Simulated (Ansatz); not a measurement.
The calculation's input:

```
crystal:
  lattice:
    - [-8.2051406323, 0.0, 8.2051406323]
    - [-8.2051406323, -8.2051406323, 0.0]
    - [0.0, -8.2051406323, 8.2051406323]
  atoms:
    - { symbol: Si, position: [0.25, 0.9166666667, 0.25] }
    - { symbol: Si, position: [0.25, 0.5833333333, 0.25] }
    - { symbol: Si, position: [0.25, 0.25, 0.25] }
    - { symbol: Si, position: [0.25, 0.9166666667, 0.5833333333] }
    - { symbol: Si, position: [0.25, 0.5833333333, 0.5833333333] }
    - { symbol: Si, position: [0.25, 0.25, 0.5833333333] }
    - { symbol: Si, position: [0.25, 0.9166666667, 0.9166666667] }
    - { symbol: Si, position: [0.25, 0.5833333333, 0.9166666667] }
    - { symbol: Si, position: [0.25, 0.25, 0.9166666667] }
    - { symbol: Si, position: [0.5833333333, 0.9166666667, 0.25] }
    - { symbol: Si, position: [0.5833333333, 0.5833333333, 0.25] }
    - { symbol: Si, position: [0.5833333333, 0.25, 0.25] }
    - { symbol: Si, position: [0.5833333333, 0.9166666667, 0.5833333333] }
    - { symbol: Si, position: [0.5833333333, 0.5833333333, 0.5833333333] }
    - { symbol: Si, position: [0.5833333333, 0.25, 0.5833333333] }
    - { symbol: Si, position: [0.5833333333, 0.9166666667, 0.9166666667] }
    - { symbol: Si, position: [0.5833333333, 0.5833333333, 0.9166666667] }
    - { symbol: Si, position: [0.5833333333, 0.25, 0.9166666667] }
    - { symbol: Si, position: [0.9166666667, 0.9166666667, 0.25] }
    - { symbol: Si, position: [0.9166666667, 0.5833333333, 0.25] }
    - { symbol: Si, position: [0.9166666667, 0.25, 0.25] }
    - { symbol: Si, position: [0.9166666667, 0.9166666667, 0.5833333333] }
    - { symbol: Si, position: [0.9166666667, 0.5833333333, 0.5833333333] }
    - { symbol: Si, position: [0.9166666667, 0.25, 0.5833333333] }
    - { symbol: Si, position: [0.9166666667, 0.9166666667, 0.9166666667] }
    - { symbol: Si, position: [0.9166666667, 0.5833333333, 0.9166666667] }
    - { symbol: Si, position: [0.9166666667, 0.25, 0.9166666667] }
    - { symbol: Si, position: [0.1666666667, 0.1666666667, 0.1666666667] }
    - { symbol: Si, position: [0.1666666667, 0.8333333333, 0.1666666667] }
    - { symbol: Si, position: [0.1666666667, 0.5, 0.1666666667] }
    - { symbol: Si, position: [0.1666666667, 0.1666666667, 0.5] }
    - { symbol: Si, position: [0.1666666667, 0.8333333333, 0.5] }
    - { symbol: Si, position: [0.1666666667, 0.5, 0.5] }
    - { symbol: Si, position: [0.1666666667, 0.1666666667, 0.8333333333] }
    - { symbol: Si, position: [0.1666666667, 0.8333333333, 0.8333333333] }
    - { symbol: Si, position: [0.1666666667, 0.5, 0.8333333333] }
    - { symbol: Si, position: [0.5, 0.1666666667, 0.1666666667] }
    - { symbol: Si, position: [0.5, 0.8333333333, 0.1666666667] }
    - { symbol: Si, position: [0.5, 0.5, 0.1666666667] }
    - { symbol: Si, position: [0.5, 0.1666666667, 0.5] }
    - { symbol: Si, position: [0.5, 0.8333333333, 0.5] }
    - { symbol: Si, position: [0.5, 0.5, 0.5] }
    - { symbol: Si, position: [0.5, 0.1666666667, 0.8333333333] }
    - { symbol: Si, position: [0.5, 0.8333333333, 0.8333333333] }
    - { symbol: Si, position: [0.5, 0.5, 0.8333333333] }
    - { symbol: Si, position: [0.8333333333, 0.1666666667, 0.1666666667] }
    - { symbol: Si, position: [0.8333333333, 0.8333333333, 0.1666666667] }
    - { symbol: Si, position: [0.8333333333, 0.5, 0.1666666667] }
    - { symbol: Si, position: [0.8333333333, 0.1666666667, 0.5] }
    - { symbol: Si, position: [0.8333333333, 0.8333333333, 0.5] }
    - { symbol: Si, position: [0.8333333333, 0.5, 0.5] }
    - { symbol: Si, position: [0.8333333333, 0.1666666667, 0.8333333333] }
    - { symbol: Si, position: [0.8333333333, 0.8333333333, 0.8333333333] }
    - { symbol: Si, position: [0.8333333333, 0.5, 0.8333333333] }
    - { symbol: O, position: [-0.0103527435, -0.0061298571, 0.0106727396] }
basis:
  ecutwfc: 420
  xc_grid: 2
kpoints:
  mp_grid: { grid: [2, 2, 2], shift: [0.0, 0.0, 0.0] }
hamiltonian:
  xc: pbe
scf:
  occupations: { method: gaussian, width: 0.02 }
output:
  forces: true
  stress: false
  eigenvalues: true
  write_density: true
  write_potential: true
  elf: true
  volumetric_format: npy
relax:
  adjacent_minimum: "off"
  f_tol: 0.02
  max_steps: 60
```

Command:

```sh
ansatz run input.yaml --threads 8 --pin off --max-ram 20480MiB --backend cpu --events-out ev --progress --plain --runs-dir out
```

The fields are those of the relaxed geometry.

Theory: DFT PBE, scalar-relativistic, plane waves, PAW (Ansatz 0.2.0).

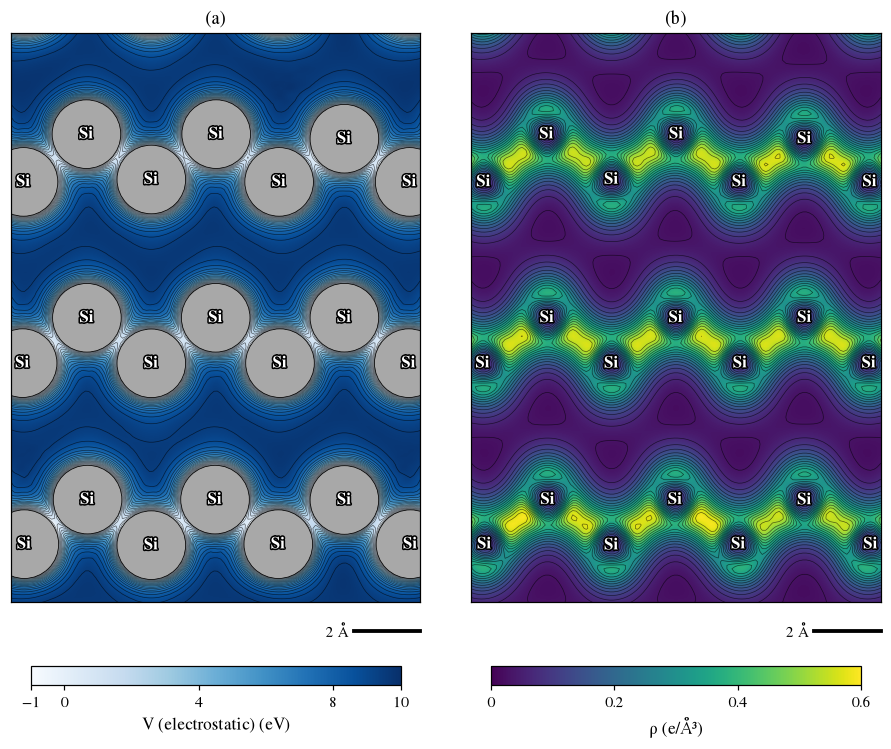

Si54O (cell with a defect). (a) electrostatic potential energy of an electron; (b) valence electron density on the (11̄0) plane of the calculation cell. Grey discs cover the atomic cores in the potential map.

The density is the valence pseudo-density of a PAW calculation; it isn't the true density close to the nuclei.

Question: Describe what can be read from this map.

Answer:
- The plane passes through Si nuclei.
- Si–Si (2.33 Å): ρ is about 0.59 e/Å³ halfway.
- Si–Si (2.37 Å): the density is about 0.56 e/Å³ at the midpoint.
- Si–Si (2.37 Å): the density is about 0.56 e/Å³ at the midpoint.
- Between the atoms the lowest density in this plane is 0.02 e/Å³.
- Outside the cores the potential energy rises away from the atoms and is highest about 2.3 Å from the nearest atoms; its zero is arbitrary.

Question: Does the calculation make it a metal, or give it a gap?

Answer: It is metallic or semimetallic at this level of theory: no gap opens.
